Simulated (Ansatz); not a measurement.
The calculation's input:

```
crystal:
  lattice:
    - [2.3865, 4.118, 0.0]
    - [2.3865, -4.118, 0.0]
    - [-2.3865, 0.0, -4.2615]
  atoms:
    - { symbol: Ti, position: [0.75, 0.25, 0.5] }
    - { symbol: Ti, position: [0.5, 0.5, 0.0] }
    - { symbol: Si, position: [0.083, 0.917, 0.5] }
    - { symbol: Si, position: [0.417, 0.583, 0.5] }
    - { symbol: Si, position: [0.167, 0.833, 0.0] }
    - { symbol: Si, position: [0.833, 0.167, 0.0] }
total_charge: 0.25
basis:
  ecutwfc: 500
  fft_grid_basis: typed
kpoints:
  mp_grid: { grid: [10, 10, 10] }
hamiltonian:
  xc: pbe
  pseudopotentials: { kind: paw }
scf:
  occupations: { method: gaussian, width: 0.05 }
output:
  forces: true
  stress: true
  eigenvalues: true
  bader: true
  write_density: true
  volumetric_format: npy
```

Command:

```sh
ansatz run input.yaml --threads 2 --pin off --max-ram 4096MiB --backend cpu --events-out ev --progress --plain --runs-dir out
```

The picture shows the conventional cell (a = 4.77 Å, b = 8.24 Å, c = 8.52 Å, α = 90.00°, β = 90.00°, γ = 90.00°).

Space group Fddd; the calculation finds a residual pressure of about 2 GPa at this fixed cell.

Level of theory: DFT PBE, scalar-relativistic, plane waves, PAW in Ansatz 0.2.0.

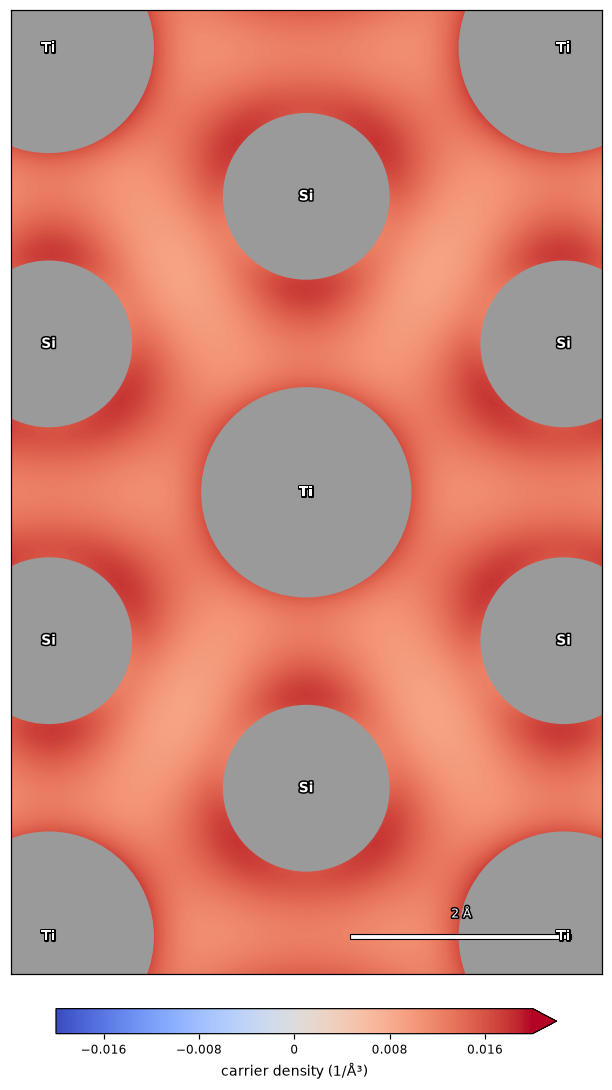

TiSi2. Where the hole sits when 0.25 electron is taken from the 6-atom cell of the calculation (uniform compensating background, atoms fixed); the change of density for each carrier, counted positive where the carrier is: a map on the (001) plane of the conventional cell, with grey discs over the atomic cores. Cores are masked to 1.0 Å (Ti) and 0.8 Å (Si).

Core electrons are frozen (PAW), so the fields are smoothed inside the atomic spheres.

Where does the doped charge go?

Answer. The hole is spread through the whole cell, and no element is preferred much beyond its share of the volume; the electrons' screening of the uniform background evens it out.
- Over the whole cell, outside the cores, it is densest 0.9 Å from a silicon nucleus.
- The counter-flow of charge adds up to under 0.1 e for each carrier.
- These are shares of the net change, screening included; the states that take the carrier can be more concentrated.
